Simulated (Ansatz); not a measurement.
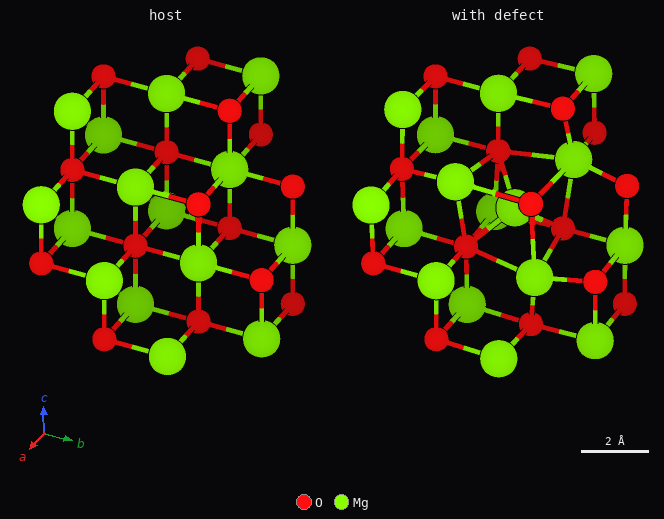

Left: perfect MgO. Right: the same region with one point defect, after relaxing the atoms in a supercell of 64 sites. Style: ball-and-stick. Shown: the atoms within 4.6 Å of one point, in a slice 4.2 Å thick across the line of sight, from a free direction.

Method: DFT, PBEsol, PAW, plane waves (Ansatz). Set-up: plane-wave cutoff 420 eV; k-point mesh 1 × 1 × 1; mesh shifted by (0.25, 0.25, 0.25); no spin polarisation. Fermi-Dirac smearing of 0.01 eV. The axes drawn are those of the host's conventional cell.

Q: What kind of defect was made?

A: An extra magnesium atom is put between the host's atoms (an interstitial).

The charge state of the cell is 0.

Q: What does the relaxation do around it?

A: The Mg atom starts with 4 O at 1.82 to 1.83 Å, 4 Mg at 1.82 to 1.83 Å around its place and ends with 4 O at 1.87 to 1.88 Å. Of the host's atoms, a magnesium atom moves furthest from its site, by 0.48 Å.

Limits of the set-up: the periodic images lie only 8.4 Å apart, so the values are limited by the cell's size.
